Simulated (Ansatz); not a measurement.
Band-structure calculation, with input and output: TiO

System: TiO (6 atoms in the cell).
Method: DFT PBEsol, scalar-relativistic, plane waves, PAW, no spin polarisation (Ansatz 0.2.0).

The structure derives from a Materials Project entry. Figures and captions count atoms from 1; the log counts them from 0 in places.

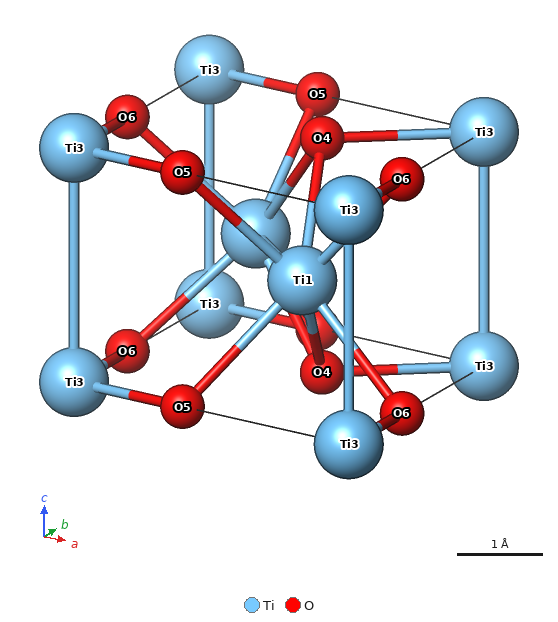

Figure 1. The structure (ball-and-stick view of the cell of the calculation, seen slightly off an axis; atoms are numbered from 1 in the order of the input). An atom can appear more than once, as a periodic image.

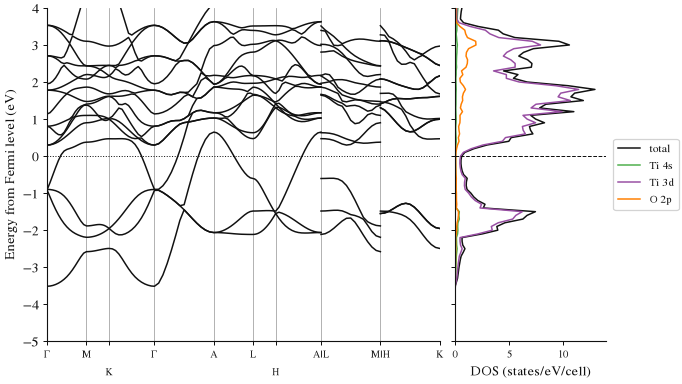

Figure 2. Band structure along Γ–M–K–Γ–A–L–H–A|L–M|H–K and density of states (projected on Löwdin-orthogonalised atomic shells), with energies from the Fermi level. Bands cross the Fermi level: a metal at this level of theory.

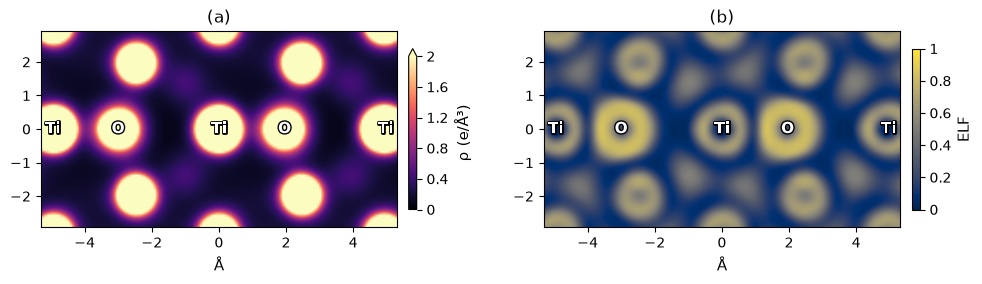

Figure 3. (a) valence charge density (pseudo); (b) electron localisation function on the (011) plane of the conventional cell. Ti–O (1.96 Å): the density is about 0.7 e/Å³ at the midpoint; the ELF is about 0.20 at the midpoint (a polar contact without a shared pair, in a metal). Away from the nuclei the density in this plane falls to 0.1 e/Å³ at its lowest. The strong features right at Ti lie inside the PAW spheres (semicore, d or f shells) and say nothing about bonding. Core electrons are frozen (PAW), so the fields are smoothed inside the atomic spheres.

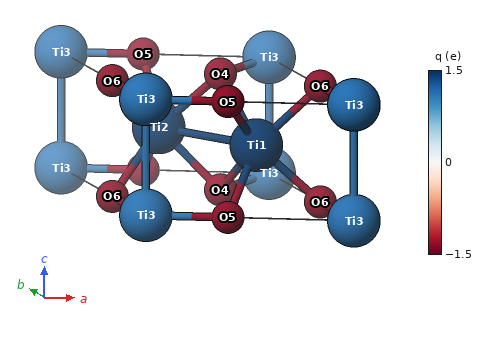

Figure 4. Bader charges, as the colour of each atom (ball-and-stick view of the cell of the calculation, seen slightly off an axis; atoms are numbered from 1 in the order of the input). By element: Ti +1.10 to +1.45 and O −1.34 e.

The input that produced these results follows, with the program's output.

## Input file
```yaml
crystal:
  lattice:
    - [4.9584399758, 0.0, 0.0]
    - [-2.4792199879, 4.2941349822, 0.0]
    - [0.0, 0.0, 2.8359676464]
  atoms:
    - { symbol: Ti, position: [0.6666666667, 0.3333333333, 0.5] }
    - { symbol: Ti, position: [0.3333333333, 0.6666666667, 0.5] }
    - { symbol: Ti, position: [0.0, 0.0, 0.0] }
    - { symbol: O, position: [0.6052948646, 0.6052948646, 0.0] }
    - { symbol: O, position: [0.3947051354, 0.0, 0.0] }
    - { symbol: O, position: [0.0, 0.3947051354, 0.0] }
basis:
  ecutwfc: 420
kpoints:
  mp_grid: { grid: [12, 12, 12] }
  band_path:
    path:
      - [[0.0, 0.0, 0.0], [0.5, 0.0, 0.0], [0.33333333, 0.33333333, 0.0], [0.0, 0.0, 0.0], [0.0, 0.0, 0.5], [0.5, 0.0, 0.5], [0.33333333, 0.33333333, 0.5], [0.0, 0.0, 0.5]]
      - [[0.5, 0.0, 0.5], [0.5, 0.0, 0.0]]
      - [[0.33333333, 0.33333333, 0.5], [0.33333333, 0.33333333, 0.0]]
    npoints: 14
hamiltonian:
  xc: pbesol
scf:
  occupations: { method: gaussian, width: 0.1 }
  n_extra_bands: 15
output:
  forces: true
  stress: true
  eigenvalues: true
  populations: true
  dos: { projected: true, de: 0.02, nscf_kmesh: { grid: [18, 18, 18] } }
  bader: true
  write_density: true
  write_potential: true
  elf: true
  volumetric_format: npy
```

Run as:
```bash
ansatz run input.yaml --threads 1 --pin off --max-ram 2560MiB --backend cpu --events-out ev --progress --plain --runs-dir out
```

## What the program printed
```
scf.n_extra_bands = 15 over 27 filled bands (N_el = 54.0): the run solves 42 bands
Engine: ansatz 0.2.0, aarch64-unknown-linux-gnu
Pseudopotentials: kind: paw
Pseudopotential: Ti, paw, valence charge 12, recommended cutoff 420 eV (normal), Ti.paw.azcp
Pseudopotential: O, paw, valence charge 6, recommended cutoff 420 eV (normal), O.paw.azcp
Functional definition: PBEsol
  exchange = pbesol_x
  correlation = pbesol_c
Crystal: 6 atoms, lattice volume = 60.384 Å³
Basis set: ecut = 420 eV, 1191 PW (Γ), exchange–correlation on 72×72×40 points (8 copies of the dense FFT grid, shifted against one another)
Bands: 42, of which v1, the nominal top of the filled ones, is band 27 counted from 1 (26 counted from 0)
Symmetry: 12 space group operations
Space group: P-62m (ITA 189), of the structure as read, at distance tolerance 3.9e-5 Å
k-points: 133 of 1728 (time reversal used)
Non-local potential: Ti, projectors of the file, l = 0: 3, l = 1: 2, l = 2: 3, l = 3: 1
Non-local potential: O, projectors of the file, l = 0: 2, l = 1: 2, l = 2: 1
PAW form: soft (Blöchl's): semilocal exchange-correlation on the pseudo side does not see the compensation charge
PAW frozen core: Ti, regenerated for the run's functional, and the local potential with it (the file was generated under x = pbe(κ = 0.804, μ = 0.2195149727645171), c = pbe(β = 0.06672455060314922))
PAW frozen core: O, regenerated for the run's functional, and the local potential with it (the file was generated under x = pbe(κ = 0.804, μ = 0.2195149727645171), c = pbe(β = 0.06672455060314922))
PAW one-centre angular grid: Ti, 590 points (default); XC on 64 Gauss nodes
PAW one-centre angular grid: O, 110 points (default); XC on 64 Gauss nodes
Initial density: superposition of atomic densities (neutral atoms: chi_scale 0, normalization atom), corrected by the library's trained network
Initial wavefunctions: pseudopotential atomic-orbital guess
Functional: x = pbesol(κ = 0.804, μ = 0.12345679012345678), c = pbesol(β = 0.046)
SCF iter   1: F=—  HF=-9112.859794 eV  |F-HF|=—  |Δ(HF+E_count)|=         —  Δρ=1.50e-2  dr2=1.03e-1  ethr=1.77e-3  ⟨swp⟩=5.6  Hψ=22626  notcnv=0  defer=6
preconditioner: auto → Kerker (q_TF=auto, 2.678 Å⁻¹)  [metal: Δε(μ)=0.006 eV  Ē_g=11.634 eV  σ=0.100 eV  W_gap=0.03  n_scr=26 (ndim 8)  ℏωp=26.2 eV  f_vac=0.000  D(μ)=0.66/eV (n_scr^D=0)]
SCF iter   2: F=—  HF=-9112.838703 eV  |F-HF|=—  |Δ(HF+E_count)|=   2.11e-2  Δρ=6.82e-3  dr2=2.67e-2  ethr=1.91e-4  ⟨swp⟩=2.0  Hψ=7684  notcnv=0  defer=928
SCF iter   3: F=—  HF=-9112.833536 eV  |F-HF|=—  |Δ(HF+E_count)|=   5.17e-3  Δρ=1.61e-3  dr2=2.04e-3  ethr=4.95e-5  ⟨swp⟩=2.0  Hψ=6243  notcnv=0  defer=928
SCF iter   4: F=—  HF=-9112.833197 eV  |F-HF|=—  |Δ(HF+E_count)|=   3.39e-4  Δρ=2.53e-4  dr2=3.52e-5  ethr=3.77e-6  ⟨swp⟩=2.0  Hψ=5031  notcnv=0  defer=928
SCF iter   5: F=—  HF=-9112.833097 eV  |F-HF|=—  |Δ(HF+E_count)|=   9.98e-5  Δρ=5.96e-5  dr2=1.98e-6  ethr=6.52e-8  ⟨swp⟩=2.0  Hψ=6134  notcnv=0  defer=928
SCF iter   6: F=—  HF=-9112.833097 eV  |F-HF|=—  |Δ(HF+E_count)|=   1.04e-7  Δρ=1.46e-5  dr2=1.63e-7  ethr=3.67e-9  ⟨swp⟩=2.6  Hψ=6624  notcnv=0  defer=928
SCF iter   7: F=-9112.833097 eV  HF=-9112.833097 eV  |F-HF|=5.36e-9  |Δ(HF+E_count)|=   2.45e-8  Δρ=3.44e-6  dr2=9.71e-9  ethr=1.85e-10  ⟨swp⟩=11.2  Hψ=28969  notcnv=0
SCF 1 converged in 7 iterations: F = -9112.833097 eV  dr2 = 9.71e-9
  greatest PAW one-centre occupation: 0.999 electrons in one spin orbital (limit 2), on the Ti atom at site 1 (counted from 0), in its partial waves of l = 0
NSCF: frozen V_eff on 129 k-points
NSCF: frozen V_eff on 370 k-points
SCF converged after 7 iterations
Free energy (F): -9112.833097 eV
Harris-Foulkes:  -9112.833097 eV  (|F-HF|=5.36e-9)
Internal energy: -9112.829735 eV  (E = F + TS)
E sigma→0 (E₀):  -9112.831416 eV
Entropy (-TS):   -0.003362 eV (-0.560 meV/atom)
Fermi energy:    16.412271 eV
--- Per-component energies (eV) ---
  E_band       = -345.489442
  E_kinetic    = 1353.942426
  E_local      = -2950.254678  (includes V_loc(G=0)·N_el)
  E_nonlocal   = 170.674834
  E_hartree    = 1175.350960
  E_xc         = -513.880057
  E_vxc        = -652.243954  (∫ρ·V_xc dr)
  E_paw        = -3524.776266  (= ΣΔE_a)
  E_vpaw       = -618.319135  (= ΣTr[D̂ρ^β])
  E_aug_tail   = 0.007718  (compensation charges beyond the density's cutoff)
  E_ewald      = -4824.418688
  E_core_change = 0.524017  (= ΣΔE_core)
  E_smearing   = -0.003362  (= −TS)
  E_closure    = -0.000000  (closes the sum)
  Σ components = -9112.833097   (vs F -9112.833097, Δ=0.00e0)
--- Forces (eV/Å), atoms counted from 1 ---
  atom   1  Ti     0.00000000     0.00000000     0.00000000
  atom   2  Ti    -0.00000000    -0.00000000     0.00000000
  atom   3  Ti    -0.00000000    -0.00000000     0.00000000
  atom   4  O     -0.00016747    -0.00029007     0.00000000
  atom   5  O      0.00033495    -0.00000000     0.00000000
  atom   6  O     -0.00016747     0.00029007     0.00000000
  max |Σ_I F_I| component: 1.39e-16 eV/Å
--- Stress (GPa, compression-positive) ---
       -0.003282       0.000000       0.000000
        0.000000      -0.003282       0.000000
        0.000000       0.000000      -0.003778
  P = ⅓ Tr σ = -0.0034 GPa (-0.034 kbar)
--- Band table (eV; the first three rows and the last of 133) ---
  k-point 0: bands = ["-41.6530", "-41.5638", "-41.0619", "-18.2616", "-18.2616", "-17.9362", "-17.9362", "-17.9052", "-17.8060", "-17.5948", "-17.5948", "-16.9788", "-5.8142", "-4.1746", "-4.1746", "6.8620", "8.5886", "8.5886", "9.5662", "9.5662", "9.6920", "10.3679", "10.3679", "10.7903", "12.8984", "15.4852", "15.5123", "15.5123", "16.7098", "16.7098", "17.2190", "17.2190", "17.5505", "18.1920", "18.1920", "18.3632", "19.1201", "19.1201", "19.9438", "19.9438", "24.9127", "24.9127"]
  k-point 1: bands = ["-41.6482", "-41.5596", "-41.0585", "-18.2504", "-18.2504", "-17.9548", "-17.9277", "-17.9277", "-17.8436", "-17.5956", "-17.5956", "-17.0095", "-5.7351", "-4.1918", "-4.1918", "6.9898", "8.5309", "8.5309", "9.5085", "9.5085", "9.7343", "10.3375", "10.3375", "10.3912", "13.2983", "15.4050", "15.4050", "15.6562", "16.8774", "16.8774", "17.2874", "17.2874", "17.6092", "18.1105", "18.1105", "18.4836", "19.0868", "19.0868", "19.8556", "19.8556", "25.0164", "25.0164"]
  k-point 2: bands = ["-41.6352", "-41.5480", "-41.0490", "-18.2196", "-18.2196", "-18.0881", "-17.9454", "-17.9035", "-17.9035", "-17.5985", "-17.5985", "-17.0925", "-5.5178", "-4.2396", "-4.2396", "7.3443", "8.3704", "8.3704", "9.3528", "9.3528", "9.4732", "9.9794", "10.2792", "10.2792", "14.1286", "15.2062", "15.2062", "16.1521", "17.1521", "17.1521", "17.3704", "17.3704", "17.7762", "18.0860", "18.0860", "18.8108", "18.9936", "18.9936", "19.6483", "19.6483", "25.2420", "25.2420"]
  k-point 132: bands = ["-41.5410", "-41.5410", "-41.0102", "-18.5010", "-18.5010", "-18.1442", "-17.9345", "-17.9345", "-17.7363", "-17.6172", "-17.6172", "-17.4063", "-4.6406", "-4.3811", "-4.3811", "7.8231", "7.8231", "8.1751", "8.1751", "8.4837", "8.6598", "9.2462", "10.5791", "10.5791", "14.8614", "14.8614", "14.9277", "17.7183", "17.7183", "17.8227", "17.8227", "17.8758", "18.1050", "18.4973", "18.4973", "19.5285", "19.5285", "19.6861", "19.9331", "21.0494", "24.7243", "24.7243"]
--- Löwdin populations: 6 sites ---
  site symbol       q [e]
     0     Ti     11.2274
     1     Ti     11.2274
     2     Ti     11.3978
     3      O      6.6123
     4      O      6.6123
     5      O      6.6123
  spilling = 0.005748 (of n_electrons = 54.000000)
--- Bader charges: 6 sites ---
  site symbol  charge [e]  shift [e]
     0     Ti      1.4515     0.0004
     1     Ti      1.4515     0.0004
     2     Ti      1.1026     0.0020
     3      O     -1.3352     0.0010
     4      O     -1.3352     0.0010
     5      O     -1.3352     0.0010
  estimated error of the sums over rays = 7.1e-4 e
```

## File bader_charges.tsv
```
# site	symbol	x_ang	y_ang	z_ang	partial_charge_e	electrons	volume_ang3	relative_density_drop	shared_charge_e	partial_wave_shift_e
# quadrature_error_electrons = 7.1e-4
0	Ti	2.4792	1.4314	1.4180	1.45150	20.54850	9.65	-	1.45150	0.00045
1	Ti	0.0000	2.8628	1.4180	1.45151	20.54849	9.65	-	1.45151	0.00045
2	Ti	0.0000	0.0000	0.0000	1.10256	20.89744	12.06	-	1.10256	0.00200
3	O	1.5007	2.5992	0.0000	-1.33519	9.33519	9.67	-	-1.33519	0.00096
4	O	1.9571	0.0000	0.0000	-1.33518	9.33518	9.67	-	-1.33518	0.00096
5	O	-0.9786	1.6949	0.0000	-1.33519	9.33519	9.67	-	-1.33519	0.00096
```

## File populations.tsv
```
# site	symbol	l	j	q
# orbitals = lowdin
# n_electrons = 54.000000
# spilling = 0.005748
0	Ti	0_3S	-	1.913568
0	Ti	0_4S	-	0.496880
0	Ti	1_3P	-	5.988455
0	Ti	2_3D	-	2.828516
1	Ti	0_3S	-	1.913568
1	Ti	0_4S	-	0.496880
1	Ti	1_3P	-	5.988455
1	Ti	2_3D	-	2.828516
2	Ti	0_3S	-	1.924453
2	Ti	0_4S	-	0.604419
2	Ti	1_3P	-	5.986478
2	Ti	2_3D	-	2.882497
3	O	0_2S	-	1.704473
3	O	1_2P	-	4.907825
4	O	0_2S	-	1.704473
4	O	1_2P	-	4.907825
5	O	0_2S	-	1.704473
5	O	1_2P	-	4.907825
```

## Key numbers

| quantity | value |
| --- | --- |
| outcome | converged |
| space group (tolerance 0.01 Å) | P-62m (189) |
| electrons treated | 54 |
| free energy | −9112.8331 eV |
| Fermi energy | 16.412 eV |
| gap on the k-point mesh | none (metallic) |
| pressure | 0.00 GPa |
| largest force (length of the vector) | under 0.001 eV/Å |
| hardware | 1 thread of Arm Neoverse V2, 24 GiB of memory available, shared host |
| wall time | 2.3 min |
| peak memory | 0.73 GiB |
